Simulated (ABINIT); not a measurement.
**Sb: geometry relaxation (part 2 of 5)**

The same run, continued: Sb (R-3m, 2 atoms in the cell); Kohn-Sham DFT of a periodic cell, PBEsol, JTH PAW PBE v2.0, no spin polarisation (ABINIT 10.8.3); cutoff 435.38 eV, 6×6×6 k-mesh, fermi-dirac of 0.05 eV. The structure derives from an entry of the Crystallography Open Database.

Geometry of the input (Å; fractional positions):
```
2.1542  1.2437  3.7580
-2.1542  1.2437  3.7580
0.0000  -2.4875  3.7580
Sb 0.7665  0.7665  0.7665
Sb 0.2335  0.2335  0.2335
```

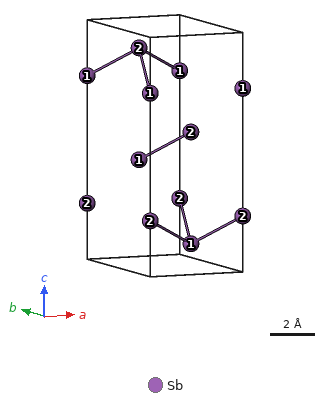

The starting structure (ball-and-stick view of the cell 3 times as large as that of the calculation, set on its symmetry axes, seen at an oblique angle; atoms are numbered from 1 in the order of the input). An atom can appear more than once, as a periodic image.

**Output, continued**
```
 Cartesian coordinates (xcart) [bohr]
  1.59280430529218E-16  2.25374098907064E-15  1.63285710535850E+01
 -5.02483926036996E-17  4.10794270029732E-16  4.97461877293266E+00
 Reduced coordinates (xred)
  7.66484793430307E-01  7.66484793430307E-01  7.66484793430307E-01
  2.33515206569693E-01  2.33515206569693E-01  2.33515206569693E-01
 Cartesian forces (fcart) [Ha/bohr]; max,rms= 4.48744E-04 2.59082E-04 (free atoms)
  7.78926496804672E-20  1.90262828855756E-19 -4.48744051420390E-04
 -7.78926496804672E-20 -1.90262828855756E-19  4.48744051420390E-04
 Gradient of E wrt nuclear positions in reduced coordinates (gred)
  3.18655990364306E-03  3.18655990364306E-03  3.18655990364306E-03
 -3.18655990364306E-03 -3.18655990364306E-03 -3.18655990364306E-03
 Scale of Primitive Cell (acell) [bohr]
  8.51646415665930E+00  8.51646415665930E+00  8.51646415667762E+00
 Real space primitive translations (rprimd) [bohr]
  4.07170683701750E+00  2.35080103843543E+00  7.10106327550589E+00
 -4.07170683701750E+00  2.35080103843543E+00  7.10106327550589E+00
  0.00000000000000E+00 -4.70160207687085E+00  7.10106327550589E+00
 Unitary Cell Volume (ucvol) [Bohr^3]=  4.07818579932853E+02
 Angles (23,13,12)= [degrees]
  5.71225419250556E+01  5.71225419250556E+01  5.71225419246823E+01
 Lengths [Bohr]
  8.51646415665930E+00  8.51646415665930E+00  8.51646415667762E+00
 Stress tensor in cartesian coordinates (strten) [Ha/bohr^3]
 -5.88576820479206E-06  0.00000000000000E+00  0.00000000000000E+00
  0.00000000000000E+00 -5.88576837845523E-06  0.00000000000000E+00
  0.00000000000000E+00  0.00000000000000E+00  3.20457562057522E-06
 Total energy (etotal) [Ha]= -1.65227621826629E+02

 Difference of energy with previous step (new-old):
           Absolute (Ha)=-1.72688E-06
           Relative     =-1.04515E-08

--- Iteration: ( 3/50) Internal Cycle: (1/1)
--------------------------------------------------------------------------------

---SELF-CONSISTENT-FIELD CONVERGENCE--------------------------------------------

--- !BeginCycle
iteration_state: {dtset: 1, itime: 3, icycle: 1, }
solver: {iscf: 17, nstep: 80, nline: 4, wfoptalg: 10, }
tolerances: {tolvrs: 1.00E-10, }
...

     iter   Etot(hartree)      deltaE(h)  residm     nres2
 ETOT  1  -165.22769212948    -1.652E+02 2.059E-04 1.568E-02
 ETOT  2  -165.22763623787     5.589E-05 4.116E-07 1.519E-03
 ETOT  3  -165.22762782657     8.411E-06 4.289E-07 1.504E-04
 ETOT  4  -165.22762722795     5.986E-07 1.170E-07 1.656E-05
 ETOT  5  -165.22762727624    -4.830E-08 1.143E-08 6.043E-06
 ETOT  6  -165.22762728370    -7.459E-09 2.937E-09 5.118E-07
 ETOT  7  -165.22762728278     9.195E-10 1.376E-09 2.390E-07
 ETOT  8  -165.22762728219     5.892E-10 3.673E-09 1.371E-08
 ETOT  9  -165.22762728234    -1.503E-10 5.638E-11 4.534E-09
 ETOT 10  -165.22762728233     1.401E-11 3.434E-10 7.565E-10
 ETOT 11  -165.22762728233     9.379E-13 2.699E-11 8.476E-11

 At SCF step   11       nres2   =  8.48E-11 < tolvrs=  1.00E-10 =>converged.

 Cartesian components of stress tensor (hartree/bohr^3)
  sigma(1 1)=  7.55562580E-07  sigma(3 2)=  0.00000000E+00
  sigma(2 2)=  7.55562407E-07  sigma(3 1)=  0.00000000E+00
  sigma(3 3)=  7.09351038E-06  sigma(2 1)=  0.00000000E+00

--- !ResultsGS
iteration_state: {dtset: 1, itime: 3, icycle: 1, }
comment   : Summary of ground state results
lattice_vectors:
- [  4.0770032,   2.3538589,   7.0961441, ]
- [ -4.0770032,   2.3538589,   7.0961441, ]
- [  0.0000000,  -4.7077178,   7.0961441, ]
lattice_lengths: [   8.51574,    8.51574,    8.51574, ]
lattice_angles: [ 57.209,  57.209,  57.209, ] # degrees, (23, 13, 12)
lattice_volume:   4.0859698E+02
convergence: {deltae:  9.379E-13, res2:  8.476E-11, residm:  2.699E-11, diffor: null, }
etotal    :  -1.65227627E+02
entropy   :   0.00000000E+00
fermie    :   2.47947766E-01
cartesian_stress_tensor: # hartree/bohr^3
- [  7.55562580E-07,   0.00000000E+00,   0.00000000E+00, ]
- [  0.00000000E+00,   7.55562407E-07,   0.00000000E+00, ]
- [  0.00000000E+00,   0.00000000E+00,   7.09351038E-06, ]
pressure_GPa:  -8.4386E-02
xred      :
- [  7.6633E-01,   7.6633E-01,   7.6633E-01, Sb]
- [  2.3367E-01,   2.3367E-01,   2.3367E-01, Sb]
cartesian_forces: # hartree/bohr
- [ -3.10306149E-21,  -1.83337236E-20,   4.86871312E-05, ]
- [  3.10306149E-21,   1.83337236E-20,  -4.86871312E-05, ]
force_length_stats: {min:   4.86871312E-05, max:   4.86871312E-05, mean:   4.86871312E-05, }
...

 Integrated electronic density in atomic spheres:
 ------------------------------------------------
 Atom  Sphere_radius  Integrated_density
    1        2.40089         12.42355969
    2        2.40089         12.42355969

---OUTPUT-----------------------------------------------------------------------

 Cartesian coordinates (xcart) [bohr]
 -7.06464572161021E-16  5.98512380778454E-16  1.63139567255943E+01
 -2.00949260310770E-16  2.72174566001572E-18  4.97447566853139E+00
 Reduced coordinates (xred)
  7.66329639663649E-01  7.66329639663649E-01  7.66329639663649E-01
  2.33670360336351E-01  2.33670360336351E-01  2.33670360336351E-01
 Cartesian forces (fcart) [Ha/bohr]; max,rms= 4.86871E-05 2.81095E-05 (free atoms)
 -3.10306148709798E-21 -1.83337235629802E-20  4.86871312172845E-05
  3.10306148709798E-21  1.83337235629802E-20 -4.86871312172845E-05
 Gradient of E wrt nuclear positions in reduced coordinates (gred)
 -3.45490900461029E-04 -3.45490900461029E-04 -3.45490900461029E-04
  3.45490900461029E-04  3.45490900461029E-04  3.45490900461029E-04
 Scale of Primitive Cell (acell) [bohr]
  8.51574238116791E+00  8.51574238116791E+00  8.51574238118629E+00
 Real space primitive translations (rprimd) [bohr]
  4.07700319803626E+00  2.35385889389536E+00  7.09614413137523E+00
 -4.07700319803626E+00  2.35385889389536E+00  7.09614413137523E+00
  0.00000000000000E+00 -4.70771778779072E+00  7.09614413137523E+00
 Unitary Cell Volume (ucvol) [Bohr^3]=  4.08596982683911E+02
 Angles (23,13,12)= [degrees]
  5.72089915949317E+01  5.72089915949317E+01  5.72089915945579E+01
 Lengths [Bohr]
  8.51574238116791E+00  8.51574238116791E+00  8.51574238118629E+00
 Stress tensor in cartesian coordinates (strten) [Ha/bohr^3]
  7.55562580457766E-07  0.00000000000000E+00  0.00000000000000E+00
  0.00000000000000E+00  7.55562407334098E-07  0.00000000000000E+00
  0.00000000000000E+00  0.00000000000000E+00  7.09351037874416E-06
 Total energy (etotal) [Ha]= -1.65227627282330E+02

 Difference of energy with previous step (new-old):
           Absolute (Ha)=-5.45570E-06
           Relative     =-3.30193E-08

--- Iteration: ( 4/50) Internal Cycle: (1/1)
--------------------------------------------------------------------------------

---SELF-CONSISTENT-FIELD CONVERGENCE--------------------------------------------

--- !BeginCycle
iteration_state: {dtset: 1, itime: 4, icycle: 1, }
solver: {iscf: 17, nstep: 80, nline: 4, wfoptalg: 10, }
tolerances: {tolvrs: 1.00E-10, }
...

     iter   Etot(hartree)      deltaE(h)  residm     nres2
 ETOT  1  -165.22762822086    -1.652E+02 6.950E-05 3.476E-04
 ETOT  2  -165.22762815272     6.814E-08 6.998E-08 4.374E-05
 ETOT  3  -165.22762800166     1.511E-07 3.526E-07 7.751E-07
 ETOT  4  -165.22762801916    -1.751E-08 1.555E-09 3.919E-07
 ETOT  5  -165.22762801949    -3.210E-10 1.362E-09 2.298E-07
 ETOT  6  -165.22762801933     1.592E-10 1.094E-10 5.990E-08
 ETOT  7  -165.22762801921     1.207E-10 1.002E-10 7.082E-09
 ETOT  8  -165.22762801923    -1.941E-11 1.383E-11 3.214E-09
 ETOT  9  -165.22762801922     9.209E-12 1.306E-11 1.750E-10
 ETOT 10  -165.22762801922     5.684E-13 3.275E-12 2.032E-11

 At SCF step   10       nres2   =  2.03E-11 < tolvrs=  1.00E-10 =>converged.

 Cartesian components of stress tensor (hartree/bohr^3)
  sigma(1 1)=  1.33502180E-06  sigma(3 2)=  0.00000000E+00
  sigma(2 2)=  1.33502163E-06  sigma(3 1)=  0.00000000E+00
  sigma(3 3)=  7.07817587E-06  sigma(2 1)=  0.00000000E+00

--- !ResultsGS
iteration_state: {dtset: 1, itime: 4, icycle: 1, }
comment   : Summary of ground state results
lattice_vectors:
- [  4.0777151,   2.3542699,   7.0938369, ]
- [ -4.0777151,   2.3542699,   7.0938369, ]
- [  0.0000000,  -4.7085398,   7.0938369, ]
lattice_lengths: [   8.51427,    8.51427,    8.51427, ]
lattice_angles: [ 57.231,  57.231,  57.231, ] # degrees, (23, 13, 12)
lattice_volume:   4.0860680E+02
convergence: {deltae:  5.684E-13, res2:  2.032E-11, residm:  3.275E-12, diffor: null, }
etotal    :  -1.65227628E+02
entropy   :   0.00000000E+00
fermie    :   2.47895832E-01
cartesian_stress_tensor: # hartree/bohr^3
- [  1.33502180E-06,   0.00000000E+00,   0.00000000E+00, ]
- [  0.00000000E+00,   1.33502163E-06,   0.00000000E+00, ]
- [  0.00000000E+00,   0.00000000E+00,   7.07817587E-06, ]
pressure_GPa:  -9.5601E-02
xred      :
- [  7.6631E-01,   7.6631E-01,   7.6631E-01, Sb]
- [  2.3369E-01,   2.3369E-01,   2.3369E-01, Sb]
cartesian_forces: # hartree/bohr
- [  1.11683357E-21,  -4.36339524E-20,   8.98228744E-05, ]
- [ -1.11683357E-21,   4.36339524E-20,  -8.98228744E-05, ]
force_length_stats: {min:   8.98228744E-05, max:   8.98228744E-05, mean:   8.98228744E-05, }
...

 Integrated electronic density in atomic spheres:
 ------------------------------------------------
 Atom  Sphere_radius  Integrated_density
    1        2.40089         12.42393069
    2        2.40089         12.42393069

---OUTPUT-----------------------------------------------------------------------

 Cartesian coordinates (xcart) [bohr]
 -1.80775872708463E-16 -4.84745220112021E-16  1.63081983595197E+01
  4.81832948453771E-17 -3.37462124615824E-16  4.97331245869764E+00
 Reduced coordinates (xred)
  7.66308299200243E-01  7.66308299200243E-01  7.66308299200243E-01
  2.33691700799757E-01  2.33691700799757E-01  2.33691700799757E-01
 Cartesian forces (fcart) [Ha/bohr]; max,rms= 8.98229E-05 5.18593E-05 (free atoms)
  1.11683356845741E-21 -4.36339524141376E-20  8.98228743535420E-05
 -1.11683356845741E-21  4.36339524141376E-20 -8.98228743535420E-05
 Gradient of E wrt nuclear positions in reduced coordinates (gred)
 -6.37188824092760E-04 -6.37188824092760E-04 -6.37188824092760E-04
  6.37188824092760E-04  6.37188824092760E-04  6.37188824092760E-04
 Scale of Primitive Cell (acell) [bohr]
  8.51427447599195E+00  8.51427447599195E+00  8.51427447601033E+00
 Real space primitive translations (rprimd) [bohr]
  4.07771510740503E+00  2.35426991496106E+00  7.09383693940578E+00
 -4.07771510740503E+00  2.35426991496106E+00  7.09383693940578E+00
  0.00000000000000E+00 -4.70853982992212E+00  7.09383693940578E+00
 Unitary Cell Volume (ucvol) [Bohr^3]=  4.08606795320328E+02
 Angles (23,13,12)= [degrees]
  5.72306795974434E+01  5.72306795974434E+01  5.72306795970695E+01
 Lengths [Bohr]
  8.51427447599195E+00  8.51427447599195E+00  8.51427447601033E+00
 Stress tensor in cartesian coordinates (strten) [Ha/bohr^3]
  1.33502180422497E-06  0.00000000000000E+00  0.00000000000000E+00
  0.00000000000000E+00  1.33502163108916E-06  0.00000000000000E+00
  0.00000000000000E+00  0.00000000000000E+00  7.07817587352992E-06
 Total energy (etotal) [Ha]= -1.65227628019216E+02

 Difference of energy with previous step (new-old):
           Absolute (Ha)=-7.36886E-07
           Relative     =-4.45982E-09

--- Iteration: ( 5/50) Internal Cycle: (1/1)
--------------------------------------------------------------------------------

---SELF-CONSISTENT-FIELD CONVERGENCE--------------------------------------------

--- !BeginCycle
iteration_state: {dtset: 1, itime: 5, icycle: 1, }
solver: {iscf: 17, nstep: 80, nline: 4, wfoptalg: 10, }
tolerances: {tolvrs: 1.00E-10, }
...

     iter   Etot(hartree)      deltaE(h)  residm     nres2
 ETOT  1  -165.22766509463    -1.652E+02 1.308E-03 2.433E-02
 ETOT  2  -165.22764192010     2.317E-05 6.277E-06 2.784E-03
 ETOT  3  -165.22763178808     1.013E-05 6.152E-06 1.217E-04
 ETOT  4  -165.22763213822    -3.501E-07 4.879E-07 1.773E-05
 ETOT  5  -165.22763225059    -1.124E-07 1.978E-08 7.603E-06
 ETOT  6  -165.22763225749    -6.901E-09 6.580E-09 1.323E-06
 ETOT  7  -165.22763225870    -1.214E-09 1.241E-09 3.099E-07
 ETOT  8  -165.22763225831     3.959E-10 1.431E-09 2.414E-08
 ETOT  9  -165.22763225832    -1.756E-11 1.242E-11 9.074E-09
 ETOT 10  -165.22763225833    -8.924E-12 4.410E-11 1.775E-10
 ETOT 11  -165.22763225833     5.400E-13 6.432E-13 4.089E-10
 ETOT 12  -165.22763225833    -2.842E-14 2.165E-12 4.457E-11

 At SCF step   12       nres2   =  4.46E-11 < tolvrs=  1.00E-10 =>converged.

 Cartesian components of stress tensor (hartree/bohr^3)
  sigma(1 1)=  3.02466283E-06  sigma(3 2)=  0.00000000E+00
  sigma(2 2)=  3.02466266E-06  sigma(3 1)=  0.00000000E+00
  sigma(3 3)=  4.54775027E-06  sigma(2 1)=  0.00000000E+00

--- !ResultsGS
iteration_state: {dtset: 1, itime: 5, icycle: 1, }
comment   : Summary of ground state results
lattice_vectors:
- [  4.0815354,   2.3564756,   7.0741800, ]
- [ -4.0815354,   2.3564756,   7.0741800, ]
- [  0.0000000,  -4.7129511,   7.0741800, ]
lattice_lengths: [   8.50035,    8.50035,    8.50035, ]
lattice_angles: [ 57.392,  57.392,  57.392, ] # degrees, (23, 13, 12)
lattice_volume:   4.0823841E+02
convergence: {deltae: -2.842E-14, res2:  4.457E-11, residm:  2.165E-12, diffor: null, }
etotal    :  -1.65227632E+02
entropy   :   0.00000000E+00
fermie    :   2.48036770E-01
cartesian_stress_tensor: # hartree/bohr^3
- [  3.02466283E-06,   0.00000000E+00,   0.00000000E+00, ]
- [  0.00000000E+00,   3.02466266E-06,   0.00000000E+00, ]
- [  0.00000000E+00,   0.00000000E+00,   4.54775027E-06, ]
pressure_GPa:  -1.0393E-01
xred      :
- [  7.6619E-01,   7.6619E-01,   7.6619E-01, Sb]
- [  2.3381E-01,   2.3381E-01,   2.3381E-01, Sb]
cartesian_forces: # hartree/bohr
- [  5.55705171E-20,  -1.27779970E-20,   1.90305973E-04, ]
- [ -5.55705171E-20,   1.27779970E-20,  -1.90305973E-04, ]
force_length_stats: {min:   1.90305973E-04, max:   1.90305973E-04, mean:   1.90305973E-04, }
...

 Integrated electronic density in atomic spheres:
 ------------------------------------------------
 Atom  Sphere_radius  Integrated_density
    1        2.40089         12.42395059
    2        2.40089         12.42395059

---OUTPUT-----------------------------------------------------------------------

 Cartesian coordinates (xcart) [bohr]
 -5.87333008542414E-16 -5.25306587589319E-16  1.62605144848777E+01
 -2.28295162189921E-16 -2.68302535599800E-16  4.96202558299831E+00
 Reduced coordinates (xred)
  7.66190777959270E-01  7.66190777959270E-01  7.66190777959270E-01
  2.33809222040730E-01  2.33809222040730E-01  2.33809222040730E-01
 Cartesian forces (fcart) [Ha/bohr]; max,rms= 1.90306E-04 1.09873E-04 (free atoms)
  5.55705171334728E-20 -1.27779969966956E-20  1.90305972778812E-04
 -5.55705171334728E-20  1.27779969966956E-20 -1.90305972778812E-04
 Gradient of E wrt nuclear positions in reduced coordinates (gred)
 -1.34625871081815E-03 -1.34625871081815E-03 -1.34625871081815E-03
  1.34625871081815E-03  1.34625871081815E-03  1.34625871081815E-03
 Scale of Primitive Cell (acell) [bohr]
  8.50034889236303E+00  8.50034889236304E+00  8.50034889238148E+00
 Real space primitive translations (rprimd) [bohr]
  4.08153540036848E+00  2.35647556213191E+00  7.07418002262534E+00
 -4.08153540036848E+00  2.35647556213191E+00  7.07418002262534E+00
  0.00000000000000E+00 -4.71295112426383E+00  7.07418002262534E+00
 Unitary Cell Volume (ucvol) [Bohr^3]=  4.08238411780407E+02
 Angles (23,13,12)= [degrees]
  5.73918258173000E+01  5.73918258173000E+01  5.73918258169252E+01
 Lengths [Bohr]
  8.50034889236303E+00  8.50034889236303E+00  8.50034889238148E+00
 Stress tensor in cartesian coordinates (strten) [Ha/bohr^3]
  3.02466282857926E-06  0.00000000000000E+00  0.00000000000000E+00
  0.00000000000000E+00  3.02466265510344E-06  0.00000000000000E+00
  0.00000000000000E+00  0.00000000000000E+00  4.54775026939233E-06
 Total energy (etotal) [Ha]= -1.65227632258331E+02

 Difference of energy with previous step (new-old):
           Absolute (Ha)=-4.23912E-06
           Relative     =-2.56562E-08

--- Iteration: ( 6/50) Internal Cycle: (1/1)
--------------------------------------------------------------------------------

---SELF-CONSISTENT-FIELD CONVERGENCE--------------------------------------------

--- !BeginCycle
iteration_state: {dtset: 1, itime: 6, icycle: 1, }
solver: {iscf: 17, nstep: 80, nline: 4, wfoptalg: 10, }
tolerances: {tolvrs: 1.00E-10, }
...

     iter   Etot(hartree)      deltaE(h)  residm     nres2
 ETOT  1  -165.22766756427    -1.652E+02 2.539E+01 9.388E-03
 ETOT  2  -165.22763813833     2.943E-05 3.429E-03 8.998E-04
 ETOT  3  -165.22763396403     4.174E-06 3.585E-04 9.443E-05
 ETOT  4  -165.22763357959     3.844E-07 1.028E-04 4.553E-06
 ETOT  5  -165.22763366365    -8.406E-08 1.892E-05 1.831E-06
 ETOT  6  -165.22763366932    -5.674E-09 2.381E-07 4.384E-07
 ETOT  7  -165.22763367036    -1.035E-09 1.646E-08 1.211E-08
 ETOT  8  -165.22763367045    -8.771E-11 1.958E-10 1.446E-09
 ETOT  9  -165.22763367046    -1.461E-11 2.112E-11 8.191E-11
```
